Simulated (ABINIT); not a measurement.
Band-structure run, with input and output: Au (part 2 of 4)

Au (1 atom in the cell); Kohn-Sham DFT of a periodic cell, SCAN, JTH PAW PBE v2.0, no spin polarisation (ABINIT 10.8.3); cutoff 653.07 eV, 11×11×11 k-mesh, fermi-dirac of 0.05 eV. The structure derives from a Materials Project entry.

Geometry of the input (Å; fractional positions):
```
-1.6573  1.6573  1.6573
1.6573  -1.6573  1.6573
1.6573  1.6573  -1.6573
Au 0.0000  0.0000  0.0000
```

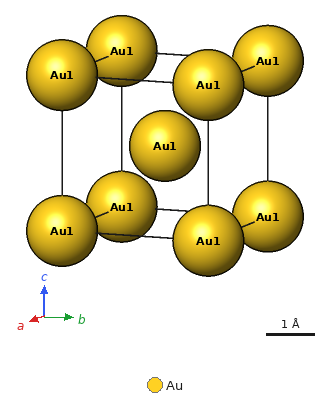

**Figure 1.** The structure (spheres-only view of the cell 2 times as large as that of the calculation, set on its symmetry axes, seen slightly off an axis; atoms are numbered from 1 in the order of the input). An atom can appear more than once, as a periodic image.

## Output, continued
```
--------------------------------------------------------------------------------

================================================================================
 Non-SCF case, kpt    1 (  0.00000  0.00000  0.00000), residuals and eigenvalues=
  9.28E-12  4.96E-12  7.61E-12  8.95E-12  3.79E-12  8.97E-12  4.44E-12  5.81E-12
  6.18E-12  3.10E-12  4.02E-12  9.44E-12  6.39E-12  1.86E-07  6.25E-12  6.10E-05
 -1.0940E-01  6.8273E-02  6.8273E-02  6.8273E-02  1.3173E-01  1.3173E-01
  9.0429E-01  9.0429E-01  9.0429E-01  1.1103E+00  1.1103E+00  1.1103E+00
  1.1773E+00  1.1773E+00  1.3527E+00  1.3528E+00
 Non-SCF case, kpt    2 (  0.04545 -0.04545  0.04545), residuals and eigenvalues=
  5.02E-12  5.06E-12  8.27E-12  7.25E-12  5.13E-12  5.26E-12  7.91E-12  2.10E-12
  9.75E-12  7.43E-12  4.54E-12  8.45E-12  1.83E-07  1.04E-07  1.50E-04  4.88E-05
 -1.0391E-01  6.8527E-02  6.8527E-02  7.0156E-02  1.2868E-01  1.3288E-01
  8.9640E-01  9.1014E-01  9.1014E-01  1.0390E+00  1.0900E+00  1.0900E+00
  1.1977E+00  1.2291E+00  1.3556E+00  1.3711E+00
 Non-SCF case, kpt    3 (  0.09091 -0.09091  0.09091), residuals and eigenvalues=
  7.42E-12  2.22E-12  9.80E-12  9.86E-12  5.55E-12  4.23E-12  7.79E-12  2.40E-12
  4.51E-12  9.38E-12  6.19E-12  7.04E-12  7.94E-07  6.94E-06  7.66E-04  2.59E-05
 -8.7783E-02  6.9570E-02  6.9570E-02  7.5706E-02  1.1989E-01  1.3603E-01
  8.7867E-01  9.2129E-01  9.2129E-01  9.4227E-01  1.0491E+00  1.0491E+00
  1.2524E+00  1.2736E+00  1.3466E+00  1.4133E+00
 Non-SCF case, kpt    4 (  0.13636 -0.13636  0.13636), residuals and eigenvalues=
  7.58E-12  8.26E-12  7.73E-12  9.19E-12  2.95E-12  9.06E-12  7.76E-12  9.43E-12
  7.09E-12  6.27E-12  2.13E-12  5.90E-12  4.25E-07  9.15E-05  2.30E-07  5.60E-04
 -6.2207E-02  7.2142E-02  7.2142E-02  8.4615E-02  1.0637E-01  1.4053E-01
  8.5405E-01  8.6007E-01  9.0637E-01  9.0637E-01  1.0357E+00  1.0357E+00
  1.2971E+00  1.3282E+00  1.3311E+00  1.4657E+00
 Non-SCF case, kpt    5 (  0.18182 -0.18182  0.18182), residuals and eigenvalues=
  3.05E-12  2.55E-12  9.14E-12  3.62E-12  6.68E-12  4.54E-12  3.29E-12  9.44E-12
  3.82E-12  5.83E-12  3.58E-12  3.45E-12  1.50E-07  2.61E-04  1.40E-05  1.15E-05
 -2.9838E-02  7.7189E-02  7.7189E-02  8.9593E-02  9.6366E-02  1.4627E-01
  7.8193E-01  8.4514E-01  8.4958E-01  8.4958E-01  1.0726E+00  1.0726E+00
  1.3060E+00  1.3127E+00  1.4272E+00  1.4578E+00
 Non-SCF case, kpt    6 (  0.22727 -0.22727  0.22727), residuals and eigenvalues=
  9.12E-12  3.24E-12  2.02E-12  8.86E-12  7.81E-12  5.29E-12  4.96E-12  7.63E-12
  7.62E-12  5.88E-12  2.79E-12  8.86E-12  8.10E-12  4.51E-05  1.15E-05  1.40E-04
  3.4496E-03  7.1214E-02  8.5579E-02  8.5579E-02  1.1022E-01  1.5615E-01
  7.2954E-01  7.7916E-01  7.7916E-01  8.3502E-01  1.1338E+00  1.1338E+00
  1.2726E+00  1.2955E+00  1.3877E+00  1.5373E+00
 Non-SCF case, kpt    7 (  0.27273 -0.27273  0.27273), residuals and eigenvalues=
  1.34E-12  7.51E-12  3.33E-12  7.38E-12  4.14E-12  6.71E-12  5.38E-12  4.21E-12
  7.67E-12  7.38E-12  4.69E-12  9.44E-12  6.58E-12  2.61E-08  2.65E-08  3.20E-06
  2.6706E-02  5.2858E-02  9.7841E-02  9.7841E-02  1.2521E-01  1.7926E-01
  6.9711E-01  7.0746E-01  7.0746E-01  8.2926E-01  1.1743E+00  1.2069E+00
  1.2069E+00  1.2794E+00  1.3857E+00  1.6371E+00
 Non-SCF case, kpt    8 (  0.31818 -0.31818  0.31818), residuals and eigenvalues=
  6.54E-12  6.14E-12  6.48E-12  4.50E-12  1.85E-12  6.59E-12  1.44E-12  9.97E-12
  9.52E-12  9.86E-12  4.88E-12  7.43E-12  3.76E-12  7.71E-12  9.14E-12  1.40E-09
  3.1899E-02  3.5956E-02  1.1393E-01  1.1393E-01  1.4017E-01  2.2377E-01
  6.3920E-01  6.3920E-01  6.8051E-01  8.2682E-01  1.0649E+00  1.2651E+00
  1.2864E+00  1.2864E+00  1.4061E+00  1.6947E+00
 Non-SCF case, kpt    9 (  0.36364 -0.36364  0.36364), residuals and eigenvalues=
  4.16E-12  7.22E-12  1.93E-12  6.84E-12  3.37E-12  8.44E-12  3.93E-12  6.78E-12
  8.40E-12  9.31E-12  9.40E-12  6.56E-12  7.88E-13  4.44E-12  1.04E-11  6.92E-07
  2.1667E-02  2.4483E-02  1.3291E-01  1.3291E-01  1.5381E-01  2.8591E-01
  5.7774E-01  5.7774E-01  6.7046E-01  8.2648E-01  9.6438E-01  1.2536E+00
  1.3675E+00  1.3675E+00  1.4366E+00  1.7380E+00
 Non-SCF case, kpt   10 (  0.40909 -0.40909  0.40909), residuals and eigenvalues=
  5.47E-12  8.54E-12  2.93E-12  6.55E-12  7.45E-12  6.52E-12  6.31E-12  9.19E-12
  6.08E-12  5.50E-12  8.17E-12  8.02E-12  9.24E-12  1.12E-10  1.13E-10  4.08E-05
  1.0865E-02  1.3565E-02  1.5243E-01  1.5243E-01  1.6479E-01  3.5810E-01
  5.2693E-01  5.2693E-01  6.5184E-01  8.2715E-01  8.8537E-01  1.2454E+00
  1.4448E+00  1.4448E+00  1.4752E+00  1.7511E+00
 Non-SCF case, kpt   11 (  0.45455 -0.45455  0.45455), residuals and eigenvalues=
  6.19E-12  7.40E-12  6.47E-12  7.72E-12  8.78E-12  5.64E-12  3.29E-12  6.92E-12
  9.41E-12  6.07E-12  5.61E-12  7.52E-12  2.25E-11  1.81E-11  4.65E-11  3.02E-05
  4.1522E-03  5.0284E-03  1.6817E-01  1.6817E-01  1.7193E-01  4.3244E-01
  4.9208E-01  4.9208E-01  6.1070E-01  8.2792E-01  8.4075E-01  1.2405E+00
  1.5085E+00  1.5085E+00  1.5158E+00  1.7341E+00
 Non-SCF case, kpt   12 (  0.50000 -0.50000  0.50000), residuals and eigenvalues=
  7.67E-12  6.70E-12  4.27E-12  8.95E-12  8.92E-12  3.45E-12  2.78E-12  7.00E-12
  4.20E-12  9.57E-12  9.32E-12  2.89E-12  4.63E-13  1.28E-09  1.37E-08  8.92E-05
  1.8765E-03  1.8765E-03  1.7441E-01  1.7441E-01  1.7441E-01  4.7940E-01
  4.7940E-01  4.7940E-01  5.7310E-01  8.2824E-01  8.2824E-01  1.2389E+00
  1.5366E+00  1.5366E+00  1.5366E+00  1.7214E+00
 Non-SCF case, kpt   13 (  0.43750 -0.43750  0.50000), residuals and eigenvalues=
  4.98E-12  7.74E-12  4.12E-12  6.11E-12  8.33E-12  9.12E-12  9.01E-12  9.33E-12
  2.92E-12  8.99E-12  5.73E-12  5.93E-12  5.53E-11  5.66E-11  1.45E-10  3.84E-04
  4.2069E-03  4.7002E-03  1.6578E-01  1.6830E-01  1.7490E-01  4.4996E-01
  4.7080E-01  4.9126E-01  6.1499E-01  8.3113E-01  8.3629E-01  1.2401E+00
  1.4857E+00  1.5124E+00  1.5475E+00  1.7165E+00
 Non-SCF case, kpt   14 (  0.37500 -0.37500  0.50000), residuals and eigenvalues=
  3.58E-12  4.96E-12  9.26E-12  2.95E-12  8.25E-12  7.32E-12  4.06E-12  7.92E-12
  7.37E-12  9.87E-12  6.05E-12  7.74E-12  2.00E-11  3.57E-10  4.92E-09  4.19E-04
  1.0514E-02  1.3128E-02  1.4390E-01  1.5132E-01  1.7628E-01  4.1160E-01
  4.4693E-01  5.2271E-01  6.8375E-01  8.4560E-01  8.5932E-01  1.2398E+00
  1.3913E+00  1.4716E+00  1.5789E+00  1.6950E+00
 Non-SCF case, kpt   15 (  0.31250 -0.31250  0.50000), residuals and eigenvalues=
  8.46E-12  5.40E-12  9.55E-12  9.66E-12  2.35E-12  8.43E-12  3.40E-12  8.35E-12
  4.76E-12  5.48E-12  5.28E-12  8.24E-12  4.71E-12  2.30E-11  4.75E-05  1.67E-04
  1.8247E-02  2.7020E-02  1.1629E-01  1.2882E-01  1.7836E-01  3.8563E-01
  4.1214E-01  5.6587E-01  7.3276E-01  8.9261E-01  8.9510E-01  1.2269E+00
  1.2948E+00  1.4497E+00  1.6280E+00  1.6555E+00
 Non-SCF case, kpt   16 (  0.25000 -0.25000  0.50000), residuals and eigenvalues=
  5.27E-12  3.60E-12  6.41E-12  6.53E-12  9.77E-12  6.01E-12  7.34E-12  7.93E-12
  7.96E-12  8.11E-12  7.49E-12  6.74E-12  4.63E-12  7.43E-12  9.59E-07  2.20E-05
  2.1578E-02  4.6089E-02  8.8757E-02  1.1109E-01  1.8084E-01  3.7090E-01
  3.7093E-01  6.1427E-01  7.4769E-01  9.4165E-01  9.8010E-01  1.1943E+00
  1.2081E+00  1.4598E+00  1.6208E+00  1.6549E+00
 Non-SCF case, kpt   17 (  0.18750 -0.18750  0.50000), residuals and eigenvalues=
  9.61E-12  2.49E-12  6.90E-12  6.82E-12  2.80E-12  4.55E-12  7.22E-12  6.52E-12
  8.73E-12  7.98E-12  6.33E-12  6.37E-12  3.55E-09  3.12E-11  4.65E-05  7.94E-06
  1.4374E-02  6.4837E-02  6.9784E-02  1.0769E-01  1.8335E-01  3.2713E-01
  3.6344E-01  6.6307E-01  7.4577E-01  9.9720E-01  1.0849E+00  1.1382E+00
  1.1497E+00  1.4945E+00  1.5911E+00  1.6332E+00
 Non-SCF case, kpt   18 (  0.12500 -0.12500  0.50000), residuals and eigenvalues=
  5.77E-12  5.64E-12  9.98E-12  7.83E-12  8.89E-12  7.06E-12  9.11E-12  9.74E-12
  8.78E-12  5.72E-12  8.53E-12  8.60E-12  8.53E-12  1.74E-08  3.81E-11  4.62E-08
  1.1139E-03  4.6597E-02  9.6875E-02  1.1509E-01  1.8549E-01  2.8425E-01
  3.6003E-01  7.0750E-01  7.3831E-01  1.0588E+00  1.0818E+00  1.1050E+00
  1.1961E+00  1.5232E+00  1.5397E+00  1.5679E+00
 Non-SCF case, kpt   19 (  0.06250 -0.06250  0.50000), residuals and eigenvalues=
  9.47E-12  8.04E-12  9.13E-12  5.17E-12  9.80E-12  4.96E-12  3.23E-12  2.67E-12
  5.05E-12  9.98E-12  8.32E-12  7.37E-12  4.35E-12  7.14E-11  2.16E-09  1.02E-07
 -9.6156E-03  3.5236E-02  1.2356E-01  1.2377E-01  1.8694E-01  2.4733E-01
  3.5869E-01  7.3105E-01  7.4082E-01  1.0503E+00  1.0706E+00  1.1180E+00
  1.2842E+00  1.4335E+00  1.5533E+00  1.5802E+00
 Non-SCF case, kpt   20 (  0.00000  0.00000  0.50000), residuals and eigenvalues=
  5.38E-12  6.78E-12  8.24E-12  3.10E-12  4.28E-12  7.86E-12  3.17E-12  7.13E-12
  6.05E-12  5.71E-12  7.66E-12  3.94E-12  9.93E-12  2.92E-10  2.40E-09  2.49E-07
 -1.3560E-02  3.1383E-02  1.2704E-01  1.3784E-01  1.8745E-01  2.2984E-01
  3.5836E-01  7.2806E-01  7.5373E-01  1.0397E+00  1.0572E+00  1.1476E+00
  1.3209E+00  1.3937E+00  1.5483E+00  1.5973E+00
 Non-SCF case, kpt   21 (  0.00000  0.00000  0.43750), residuals and eigenvalues=
  9.89E-12  3.50E-12  7.98E-12  7.52E-12  6.94E-12  9.57E-12  8.70E-12  8.17E-12
  7.70E-12  6.81E-12  6.46E-12  4.01E-12  5.82E-12  1.44E-10  1.43E-07  1.49E-03
 -1.3207E-02  3.2666E-02  1.2575E-01  1.3747E-01  1.8139E-01  1.9521E-01
  4.0309E-01  7.3459E-01  7.6583E-01  1.0351E+00  1.0516E+00  1.1562E+00
  1.2652E+00  1.4520E+00  1.5229E+00  1.5940E+00
 Non-SCF case, kpt   22 (  0.00000  0.00000  0.37500), residuals and eigenvalues=
  3.19E-12  6.28E-12  8.67E-12  9.49E-12  6.77E-12  6.30E-12  7.49E-12  6.67E-12
  4.13E-12  8.32E-12  9.44E-12  6.35E-12  6.84E-12  1.18E-06  4.46E-08  1.86E-05
 -1.3801E-02  3.6364E-02  1.2030E-01  1.3648E-01  1.4389E-01  1.6514E-01
  4.8782E-01  7.5378E-01  7.9992E-01  1.0239E+00  1.0356E+00  1.1787E+00
  1.1910E+00  1.4752E+00  1.5259E+00  1.5533E+00
 Non-SCF case, kpt   23 (  0.00000  0.00000  0.31250), residuals and eigenvalues=
  4.36E-12  8.08E-12  3.75E-12  4.48E-12  8.62E-12  6.59E-12  9.46E-12  4.26E-12
  9.40E-12  7.92E-12  8.46E-12  6.63E-12  9.23E-12  4.79E-06  8.12E-05  1.80E-04
 -2.0900E-02  4.2034E-02  9.4704E-02  1.2460E-01  1.3518E-01  1.4310E-01
  5.8463E-01  7.8434E-01  8.5078E-01  1.0101E+00  1.0110E+00  1.1244E+00
  1.2081E+00  1.4317E+00  1.5141E+00  1.5247E+00
 Non-SCF case, kpt   24 (  0.00000  0.00000  0.25000), residuals and eigenvalues=
  8.17E-12  8.86E-12  5.79E-12  6.40E-12  8.31E-12  3.46E-12  2.75E-12  6.92E-12
  6.66E-12  6.41E-12  7.77E-12  7.07E-12  3.81E-08  3.15E-04  7.09E-05  2.49E-06
 -4.0175E-02  4.8941E-02  7.5273E-02  1.1980E-01  1.2150E-01  1.3389E-01
  6.8666E-01  8.2368E-01  9.1228E-01  9.8148E-01  9.9693E-01  1.0702E+00
  1.2356E+00  1.3999E+00  1.4436E+00  1.4753E+00
 Non-SCF case, kpt   25 (  0.00000  0.00000  0.18750), residuals and eigenvalues=
  4.59E-12  5.53E-12  7.21E-12  6.38E-12  3.04E-12  7.54E-12  9.90E-12  3.11E-12
  9.00E-12  7.26E-12  5.49E-12  5.46E-12  2.19E-06  7.87E-04  6.80E-05  5.89E-05
 -6.6161E-02  5.6106E-02  6.9851E-02  9.8723E-02  1.2214E-01  1.3286E-01
  7.8725E-01  8.6590E-01  9.5178E-01  9.7810E-01  9.8921E-01  1.0347E+00
  1.2461E+00  1.3827E+00  1.3922E+00  1.3955E+00
 Non-SCF case, kpt   26 (  0.00000  0.00000  0.12500), residuals and eigenvalues=
  5.08E-12  8.84E-12  5.50E-12  7.56E-12  6.31E-12  6.96E-12  8.73E-12  8.02E-12
  9.34E-12  5.27E-12  8.74E-12  6.71E-12  4.06E-07  8.00E-06  1.29E-04  2.12E-04
 -8.9174E-02  6.2401E-02  6.8886E-02  8.2243E-02  1.2576E-01  1.3219E-01
  8.6785E-01  8.9659E-01  9.2673E-01  1.0034E+00  1.0315E+00  1.0410E+00
  1.2294E+00  1.3112E+00  1.3659E+00  1.3809E+00
 Non-SCF case, kpt   27 (  0.00000  0.00000  0.06250), residuals and eigenvalues=
  8.57E-12  8.82E-12  6.35E-12  6.52E-12  8.21E-12  3.54E-12  8.61E-12  8.29E-12
  4.95E-12  7.28E-12  4.28E-12  8.58E-12  7.05E-07  2.51E-07  6.87E-06  4.87E-06
 -1.0422E-01  6.6728E-02  6.8468E-02  7.1828E-02  1.2993E-01  1.3184E-01
  8.9971E-01  9.0458E-01  9.1010E-01  1.0618E+00  1.0692E+00  1.0904E+00
  1.2007E+00  1.2301E+00  1.3552E+00  1.3653E+00
 Non-SCF case, kpt   28 (  0.00000  0.00000  0.00000), residuals and eigenvalues=
  9.28E-12  4.96E-12  7.61E-12  8.95E-12  3.79E-12  8.97E-12  4.44E-12  5.81E-12
  6.18E-12  3.10E-12  4.02E-12  9.44E-12  6.39E-12  1.86E-07  6.25E-12  6.10E-05
 -1.0940E-01  6.8273E-02  6.8273E-02  6.8273E-02  1.3173E-01  1.3173E-01
  9.0429E-01  9.0429E-01  9.0429E-01  1.1103E+00  1.1103E+00  1.1103E+00
  1.1773E+00  1.1773E+00  1.3527E+00  1.3528E+00
 Non-SCF case, kpt   29 (  0.02500  0.02500  0.02500), residuals and eigenvalues=
  7.42E-12  2.76E-12  8.94E-12  6.31E-12  8.64E-13  5.43E-12  3.27E-12  7.00E-12
  6.63E-12  8.90E-12  2.99E-12  9.00E-12  7.88E-12  5.70E-07  3.38E-07  1.28E-06
 -1.0443E-01  6.7320E-02  6.7320E-02  7.2282E-02  1.3093E-01  1.3093E-01
  9.0288E-01  9.0288E-01  9.0816E-01  1.0648E+00  1.0792E+00  1.0792E+00
  1.2150E+00  1.2150E+00  1.3615E+00  1.3619E+00
 Non-SCF case, kpt   30 (  0.05000  0.05000  0.05000), residuals and eigenvalues=
  7.86E-12  3.57E-12  2.98E-12  6.93E-12  2.58E-12  8.25E-12  8.08E-12  9.24E-12
  7.87E-12  5.66E-12  6.75E-12  9.74E-12  2.14E-10  8.00E-05  5.99E-04  1.44E-05
 -8.9966E-02  6.4323E-02  6.4323E-02  8.4367E-02  1.2924E-01  1.2924E-01
  8.8634E-01  8.8634E-01  9.1975E-01  9.6981E-01  1.0604E+00  1.0604E+00
  1.2541E+00  1.2543E+00  1.3594E+00  1.3994E+00
 Non-SCF case, kpt   31 (  0.07500  0.07500  0.07500), residuals and eigenvalues=
  9.24E-12  3.05E-12  9.63E-12  4.58E-12  3.22E-12  7.88E-12  6.20E-12  9.19E-12
  2.67E-12  7.03E-12  1.17E-12  9.93E-12  2.32E-07  6.98E-05  1.11E-05  8.19E-05
 -6.7365E-02  5.9250E-02  5.9250E-02  1.0468E-01  1.2812E-01  1.2812E-01
  8.4403E-01  8.4403E-01  8.6246E-01  9.3906E-01  1.0863E+00  1.0863E+00
  1.2652E+00  1.2653E+00  1.3252E+00  1.4722E+00
 Non-SCF case, kpt   32 (  0.10000  0.10000  0.10000), residuals and eigenvalues=
  3.15E-12  9.35E-12  7.06E-12  6.98E-12  6.68E-12  6.96E-12  3.64E-12  3.20E-12
  4.43E-12  9.48E-12  3.01E-12  9.17E-12  1.49E-08  4.87E-06  8.76E-08  1.03E-04
 -3.8905E-02  5.2842E-02  5.2842E-02  1.2850E-01  1.2850E-01  1.3340E-01
  7.5534E-01  7.8974E-01  7.8974E-01  9.6608E-01  1.1438E+00  1.1438E+00
  1.2625E+00  1.2626E+00  1.2932E+00  1.5616E+00
 Non-SCF case, kpt   33 (  0.12500  0.12500  0.12500), residuals and eigenvalues=
  2.65E-12  3.60E-12  7.00E-12  2.46E-12  5.48E-12  7.12E-12  8.62E-12  6.01E-12
  8.30E-12  4.02E-12  8.75E-12  7.19E-12  7.37E-09  5.66E-08  6.10E-11  8.57E-04
 -7.7246E-03  4.6596E-02  4.6596E-02  1.3029E-01  1.3029E-01  1.7051E-01
  6.5446E-01  7.3410E-01  7.3410E-01  1.0008E+00  1.2192E+00  1.2192E+00
  1.2576E+00  1.2576E+00  1.2659E+00  1.6490E+00
 Non-SCF case, kpt   34 (  0.15000  0.15000  0.15000), residuals and eigenvalues=
  6.35E-12  6.50E-12  6.40E-12  5.26E-12  5.54E-12  2.50E-12  9.45E-12  6.10E-12
  6.94E-12  3.45E-12  6.03E-12  6.98E-12  2.27E-11  8.58E-12  9.16E-12  5.51E-04
  2.2343E-02  4.2062E-02  4.2062E-02  1.3283E-01  1.3283E-01  2.1526E-01
  5.6467E-01  6.8084E-01  6.8084E-01  1.0432E+00  1.2489E+00  1.2508E+00
  1.2508E+00  1.3104E+00  1.3104E+00  1.6646E+00
 Non-SCF case, kpt   35 (  0.17500  0.17500  0.17500), residuals and eigenvalues=
  5.03E-12  5.26E-12  5.29E-12  4.80E-12  1.87E-12  9.18E-12  6.36E-12  3.62E-12
  5.70E-12  8.58E-12  7.13E-12  6.10E-12  1.28E-11  2.55E-08  9.71E-08  8.47E-06
  4.0307E-02  4.0307E-02  4.6924E-02  1.3542E-01  1.3542E-01  2.6515E-01
  4.9193E-01  6.3114E-01  6.3114E-01  1.0932E+00  1.2457E+00  1.2522E+00
  1.2522E+00  1.4026E+00  1.4026E+00  1.5907E+00
 Non-SCF case, kpt   36 (  0.20000  0.20000  0.20000), residuals and eigenvalues=
  7.40E-12  7.38E-12  8.14E-12  7.42E-12  5.31E-12  8.97E-12  9.25E-12  6.06E-12
```
